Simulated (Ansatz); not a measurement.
## What a change does: single-point calculation on AlO2

System: AlO2 (Cmcm, 6 atoms in the cell).
Method of run 1: DFT PBE+D3(BJ), scalar-relativistic, plane waves, PAW, spin-polarised (Ansatz 0.2.0).

The structure derives from a Materials Project entry. Text and figures count atoms from 1; the logs count them from 0 in places.

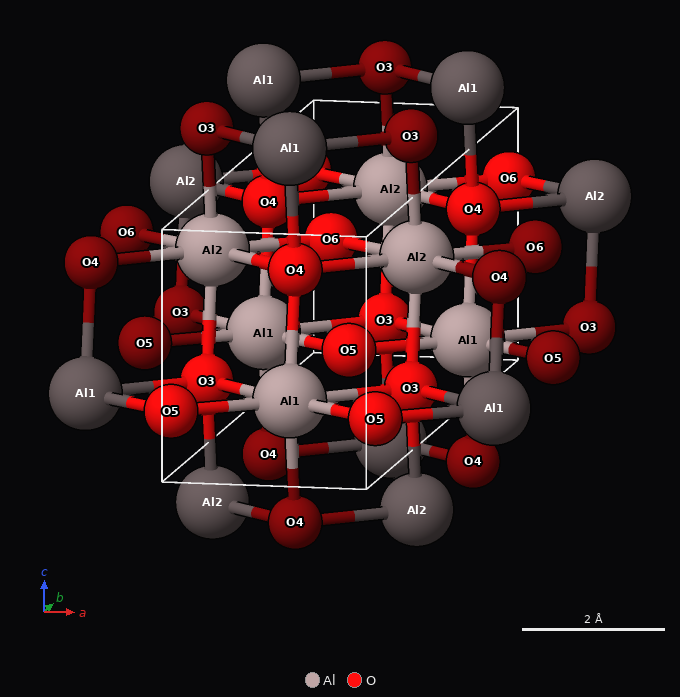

Figure 1. The input geometry (ball-and-stick view of the cell 2 times as large as that of the calculation, set on its symmetry axes, seen slightly off an axis; neighbours outside the cell are drawn fainter; atoms are numbered from 1 in the order of the input). Near neighbours in the crystal (not all of them lie inside the picture): Al has 6 O at 1.86 to 2.00 Å; O has 4 Al at 1.86 to 2.00 Å; O has 2 Al at 1.87 Å.

Input, run 1:
```yaml
crystal:
  lattice:
    - [1.4782141279, -5.3062068922, 0.0]
    - [1.4782141279, 5.3062068922, 0.0]
    - [0.0, 0.0, 3.6353360568]
  atoms:
    - { symbol: Al, position: [0.3323727374, 0.6676272626, 0.25] }
    - { symbol: Al, position: [0.6676272626, 0.3323727374, 0.75] }
    - { symbol: O, position: [0.7047888588, 0.2952111412, 0.25] }
    - { symbol: O, position: [0.2952111412, 0.7047888588, 0.75] }
    - { symbol: O, position: [0.9409365801, 0.0590634199, 0.25], spin: 0.8 }
    - { symbol: O, position: [0.0590634199, 0.9409365801, 0.75], spin: 0.8 }
basis:
  ecutwfc: 420
kpoints:
  mp_grid: { grid: [12, 12, 10] }
hamiltonian:
  xc: pbe
  dispersion: d3bj
scf:
  occupations: { method: gaussian, width: 0.15 }
output:
  forces: true
  stress: true
  eigenvalues: true
  populations: true
  write_density: true
  write_potential: true
  elf: true
  volumetric_format: npy
magnetization:
  spin_polarized: true
```

Launched with:
```bash
ansatz run input.yaml --threads 2 --pin off --max-ram 5120MiB --backend cpu --events-out ev --progress --plain --runs-dir out
```

Hardware: 2 threads of Intel Xeon @ 2.50GHz (Skylake/Cascade Lake), 192 GiB of memory available, shared host.

Output, shortened to warnings, some set-up lines, iterations and results (run 1):
```
Basis set: ecut = 420 eV, 1089 PW (Γ), exchange–correlation on 80×80×50 points (8 copies of the dense FFT grid, shifted against one another)
Symmetry: 8 space group operations
k-points: 258 of 1440
Initial density: superposition of atomic densities (chi_scale 0.1, normalization cell, long waves kept (reshape's long-wave potential 0.13 eV rms))
[...]
SCF iter   1: F=—  HF=-3350.394217 eV  |F-HF|=—  |Δ(HF+E_count)|=         —  Δρ=6.76e-2 (↑5.85e-2 ↓6.76e-2)  dr2=8.20e0  dr2_m=1.77e-1  M=1.384 μB ∫|m|=1.417 μB  β_m=0.30  …
SCF iter   2: F=—  HF=-3349.004843 eV  |F-HF|=—  |Δ(HF+E_count)|=    1.39e0  Δρ=4.00e-2 (↑3.27e-2 ↓4.00e-2)  dr2=2.93e0  dr2_m=1.24e-1  M=1.535 μB ∫|m|=1.565 μB  β_m=1.00  …
SCF iter   3: F=—  HF=-3348.416888 eV  |F-HF|=—  |Δ(HF+E_count)|=   5.88e-1  Δρ=1.84e-2 (↑1.72e-2 ↓1.84e-2)  dr2=5.61e-1  dr2_m=1.89e-2  M=1.710 μB ∫|m|=1.746 μB  β_m=0.30  …
SCF iter   4: F=—  HF=-3348.268694 eV  |F-HF|=—  |Δ(HF+E_count)|=   1.48e-1  Δρ=1.02e-2 (↑8.69e-3 ↓1.02e-2)  dr2=2.01e-1  dr2_m=2.86e-2  M=1.822 μB ∫|m|=1.871 μB  β_m=0.65  …
SCF iter   5: F=—  HF=-3348.320706 eV  |F-HF|=—  |Δ(HF+E_count)|=   5.20e-2  Δρ=6.58e-3 (↑4.28e-3 ↓6.58e-3)  dr2=4.98e-2  dr2_m=9.38e-3  M=1.868 μB ∫|m|=1.921 μB  β_m=0.77  …
SCF iter   6: F=—  HF=-3348.324495 eV  |F-HF|=—  |Δ(HF+E_count)|=   3.79e-3  Δρ=2.47e-3 (↑2.47e-3 ↓2.19e-3)  dr2=1.34e-2  dr2_m=1.50e-3  M=1.869 μB ∫|m|=1.924 μB  β_m=0.87  …
SCF iter   7: F=—  HF=-3348.324228 eV  |F-HF|=—  |Δ(HF+E_count)|=   2.67e-4  Δρ=1.12e-3 (↑6.42e-4 ↓1.12e-3)  dr2=2.78e-3  dr2_m=1.51e-4  M=1.859 μB ∫|m|=1.913 μB  β_m=0.94  …
SCF iter   8: F=—  HF=-3348.323979 eV  |F-HF|=—  |Δ(HF+E_count)|=   2.49e-4  Δρ=2.04e-4 (↑2.04e-4 ↓2.03e-4)  dr2=8.54e-5  dr2_m=8.28e-6  M=1.853 μB ∫|m|=1.906 μB  β_m=0.97  …
SCF iter   9: F=—  HF=-3348.324006 eV  |F-HF|=—  |Δ(HF+E_count)|=   2.66e-5  Δρ=5.15e-5 (↑3.69e-5 ↓5.15e-5)  dr2=3.55e-6  dr2_m=3.12e-7  M=1.852 μB ∫|m|=1.904 μB  β_m=0.98  …
SCF iter  10: F=—  HF=-3348.324010 eV  |F-HF|=—  |Δ(HF+E_count)|=   4.08e-6  Δρ=1.14e-5 (↑1.14e-5 ↓1.12e-5)  dr2=3.36e-7  dr2_m=1.15e-8  M=1.852 μB ∫|m|=1.904 μB  β_m=0.99  …
SCF iter  11: F=-3348.324010 eV  HF=-3348.324010 eV  |F-HF|=2.19e-9  |Δ(HF+E_count)|=   3.25e-7  Δρ=2.85e-6 (↑2.82e-6 ↓2.85e-6)  dr2=1.68e-8  dr2_m=6.03e-10  M=1.852 μB …
SCF 1 converged in 11 iterations: F = -3348.324010 eV  dr2 = 1.68e-8
SCF converged after 11 iterations
Magnetization: 1.8518 μB (15.9259 up, 14.0741 down)
Absolute magnetization: 1.9049 μB (∫|ρ↑−ρ↓|, with the PAW one-centre terms)
Spin contamination: 0.0086 ħ² per cell (⟨S²⟩ above its minimum at these occupations)
Per-site moments (μB) at R_I (Å): [(-0.0008114513827908759, 0.7672331559876331), (-0.0008114513827908798, 0.7672331559876331), (0.09056163303803542, 0.7672331559876331), (0.09056163303803545, 0.7672331559876331), (0.7241907170784325, 0.7730945197238649), (0.7241907170784325, 0.7730945197238649)]
Free energy (F): -3348.324010 eV
Harris-Foulkes:  -3348.324010 eV  (|F-HF|=2.19e-9)
Internal energy: -3348.312780 eV  (E = F + TS)
E sigma→0 (E₀):  -3348.318395 eV
Entropy (-TS):   -0.011231 eV (-1.872 meV/atom)
Fermi energy:    5.792362 eV
--- Per-component energies (eV) ---
  E_band       = -26.332174
  E_kinetic    = 756.432861
  E_local      = -1404.551373  (includes V_loc(G=0)·N_el)
  E_nonlocal   = 211.758625
  E_hartree    = 498.975424
  E_xc         = -376.731300
  E_vxc        = -437.404122  (∫ρ·V_xc dr)
  E_paw        = -1567.302649  (= ΣΔE_a)
  E_vpaw       = -150.526518  (= ΣTr[D̂ρ^β])
  E_aug_tail   = 0.009644  (compensation charges beyond the density's cutoff)
  E_ewald      = -1465.815160
  E_disp       = -1.088851  (pairwise vdW)
  E_smearing   = -0.011231  (= −TS)
  E_closure    = 0.000000  (closes the sum)
  Σ components = -3348.324010   (vs F -3348.324010, Δ=0.00e0)
--- Forces (eV/Å), atoms counted from 1 ---
  atom   1  Al     0.00000000    -0.00531752     0.00000000
  atom   2  Al     0.00000000     0.00531752     0.00000000
  atom   3  O      0.00000000     0.00209701     0.00000000
  atom   4  O      0.00000000    -0.00209701     0.00000000
  atom   5  O      0.00000000    -0.01580900     0.00000000
  atom   6  O      0.00000000     0.01580900     0.00000000
  max |Σ_I F_I| component: 0.00e0 eV/Å
--- Stress (GPa, compression-positive) ---
       -0.063522       0.000000       0.000000
        0.000000       0.012268       0.000000
        0.000000       0.000000      -0.000263
  P = ⅓ Tr σ = -0.0172 GPa (-0.172 kbar)
--- Löwdin populations: 6 sites ---
  site symbol       q [e]    m [muB]
     0     Al      1.7042    -0.0250
     1     Al      1.7042    -0.0250
     2      O      6.7699     0.1047
     3      O      6.7699     0.1047
     4      O      6.4214     0.8461
     5      O      6.4214     0.8461
  spilling = 0.006972 (of n_electrons = 30.000000)
```

For run 2 the input was changed thus:
```diff
-  ecutwfc: 420
+  ecutwfc: "700 eV"
-  populations: true
-  write_density: true
-  write_potential: true
-  elf: true
-  volumetric_format: npy
```

How does run 2 compare with run 1?

The free energy of run 2 is 4.2 meV per atom lower, which measures how much it depends on this numerical setting. More plane waves can only lower the energy of a fixed Hamiltonian, so the higher cutoff gives the lower value. The number of SCF iterations is the same. The plane waves at Γ go from 1089 to 2383. On the same kind of shared host run 2 took about 1.5 times as long.

Output, shortened to warnings, some set-up lines, iterations and results (run 2):
```
Basis set: ecut = 700 eV, 2383 PW (Γ), exchange–correlation on 96×96×64 points (8 copies of the dense FFT grid, shifted against one another)
Symmetry: 8 space group operations
k-points: 258 of 1440
Initial density: superposition of atomic densities (chi_scale 0.1, normalization cell, long waves kept (reshape's long-wave potential 0.13 eV rms))
[...]
SCF iter   1: F=—  HF=-3350.421368 eV  |F-HF|=—  |Δ(HF+E_count)|=         —  Δρ=6.76e-2 (↑5.86e-2 ↓6.76e-2)  dr2=8.21e0  dr2_m=1.77e-1  M=1.384 μB ∫|m|=1.417 μB  β_m=0.30  …
SCF iter   2: F=—  HF=-3349.028830 eV  |F-HF|=—  |Δ(HF+E_count)|=    1.39e0  Δρ=3.99e-2 (↑3.27e-2 ↓3.99e-2)  dr2=2.93e0  dr2_m=1.24e-1  M=1.535 μB ∫|m|=1.565 μB  β_m=1.00  …
SCF iter   3: F=—  HF=-3348.442366 eV  |F-HF|=—  |Δ(HF+E_count)|=   5.86e-1  Δρ=1.85e-2 (↑1.72e-2 ↓1.85e-2)  dr2=5.61e-1  dr2_m=1.92e-2  M=1.710 μB ∫|m|=1.746 μB  β_m=0.30  …
SCF iter   4: F=—  HF=-3348.293775 eV  |F-HF|=—  |Δ(HF+E_count)|=   1.49e-1  Δρ=1.02e-2 (↑8.63e-3 ↓1.02e-2)  dr2=2.03e-1  dr2_m=2.82e-2  M=1.822 μB ∫|m|=1.872 μB  β_m=0.65  …
SCF iter   5: F=—  HF=-3348.345469 eV  |F-HF|=—  |Δ(HF+E_count)|=   5.17e-2  Δρ=6.67e-3 (↑4.34e-3 ↓6.67e-3)  dr2=5.02e-2  dr2_m=9.75e-3  M=1.868 μB ∫|m|=1.921 μB  β_m=0.78  …
SCF iter   6: F=—  HF=-3348.350120 eV  |F-HF|=—  |Δ(HF+E_count)|=   4.65e-3  Δρ=2.51e-3 (↑2.51e-3 ↓2.11e-3)  dr2=1.36e-2  dr2_m=1.44e-3  M=1.869 μB ∫|m|=1.923 μB  β_m=0.87  …
SCF iter   7: F=—  HF=-3348.349737 eV  |F-HF|=—  |Δ(HF+E_count)|=   3.83e-4  Δρ=1.12e-3 (↑6.48e-4 ↓1.12e-3)  dr2=2.81e-3  dr2_m=1.49e-4  M=1.859 μB ∫|m|=1.913 μB  β_m=0.93  …
SCF iter   8: F=—  HF=-3348.349494 eV  |F-HF|=—  |Δ(HF+E_count)|=   2.42e-4  Δρ=2.09e-4 (↑2.09e-4 ↓2.03e-4)  dr2=8.69e-5  dr2_m=8.91e-6  M=1.853 μB ∫|m|=1.907 μB  β_m=0.97  …
SCF iter   9: F=—  HF=-3348.349459 eV  |F-HF|=—  |Δ(HF+E_count)|=   3.54e-5  Δρ=5.63e-5 (↑3.90e-5 ↓5.63e-5)  dr2=4.02e-6  dr2_m=3.52e-7  M=1.852 μB ∫|m|=1.905 μB  β_m=0.98  …
SCF iter  10: F=—  HF=-3348.349463 eV  |F-HF|=—  |Δ(HF+E_count)|=   4.30e-6  Δρ=1.21e-5 (↑1.19e-5 ↓1.21e-5)  dr2=3.80e-7  dr2_m=1.19e-8  M=1.852 μB ∫|m|=1.905 μB  β_m=0.99  …
SCF iter  11: F=-3348.349464 eV  HF=-3348.349464 eV  |F-HF|=6.12e-10  |Δ(HF+E_count)|=   3.49e-7  Δρ=3.50e-6 (↑3.17e-6 ↓3.50e-6)  dr2=2.16e-8  dr2_m=7.87e-10  M=1.852 μB …
SCF 1 converged in 11 iterations: F = -3348.349464 eV  dr2 = 2.16e-8
SCF converged after 11 iterations
Magnetization: 1.8520 μB (15.9260 up, 14.0740 down)
Absolute magnetization: 1.9054 μB (∫|ρ↑−ρ↓|, with the PAW one-centre terms)
Spin contamination: 0.0086 ħ² per cell (⟨S²⟩ above its minimum at these occupations)
Per-site moments (μB) at R_I (Å): [(-0.0008079757040395228, 0.7672331559876331), (-0.0008079757040395669, 0.7672331559876331), (0.09055429384134105, 0.7672331559876331), (0.09055429384134107, 0.7672331559876331), (0.7242426533896507, 0.7730945197238649), (0.7242426533896507, 0.7730945197238649)]
Free energy (F): -3348.349464 eV
Harris-Foulkes:  -3348.349464 eV  (|F-HF|=6.12e-10)
Internal energy: -3348.338248 eV  (E = F + TS)
E sigma→0 (E₀):  -3348.343856 eV
Entropy (-TS):   -0.011216 eV (-1.869 meV/atom)
Fermi energy:    5.792971 eV
--- Per-component energies (eV) ---
  E_band       = -26.310962
  E_kinetic    = 755.914160
  E_local      = -1404.515959  (includes V_loc(G=0)·N_el)
  E_nonlocal   = 212.213273
  E_hartree    = 498.982227
  E_xc         = -376.596331
  E_vxc        = -437.230523  (∫ρ·V_xc dr)
  E_paw        = -1567.432600  (= ΣΔE_a)
  E_vpaw       = -150.654342  (= ΣTr[D̂ρ^β])
  E_aug_tail   = 0.000993  (compensation charges beyond the density's cutoff)
  E_ewald      = -1465.815160
  E_disp       = -1.088851  (pairwise vdW)
  E_smearing   = -0.011216  (= −TS)
  E_closure    = 0.000000  (closes the sum)
  Σ components = -3348.349464   (vs F -3348.349464, Δ=0.00e0)
--- Forces (eV/Å), atoms counted from 1 ---
  atom   1  Al     0.00000000    -0.00488328     0.00000000
  atom   2  Al     0.00000000     0.00488328     0.00000000
  atom   3  O      0.00000000     0.00339717     0.00000000
  atom   4  O      0.00000000    -0.00339717     0.00000000
  atom   5  O      0.00000000    -0.01690509     0.00000000
  atom   6  O      0.00000000     0.01690509     0.00000000
  max |Σ_I F_I| component: 0.00e0 eV/Å
--- Stress (GPa, compression-positive) ---
       -0.056270       0.000000       0.000000
        0.000000       0.009053       0.000000
        0.000000       0.000000      -0.007659
  P = ⅓ Tr σ = -0.0183 GPa (-0.183 kbar)
```

The two runs side by side:

```csv
quantity,run 1,run 2
outcome,converged,converged
free energy per atom (eV),−558.0540,−558.0582
"energy per atom, smearing taken to zero (eV)",−558.0531,−558.0573
gap on the mesh (eV),0.00,0.00
net moment of the cell (μB),1.85,1.85
absolute moment of the cell (μB),1.90,1.91
pressure (GPa),−0.02,−0.02
largest force (eV/Å),0.016,0.017
SCF iterations,11,11
irreducible k-points,258,258
plane waves at Γ,1089,2383
wall time (shared host),47 s,72 s
```
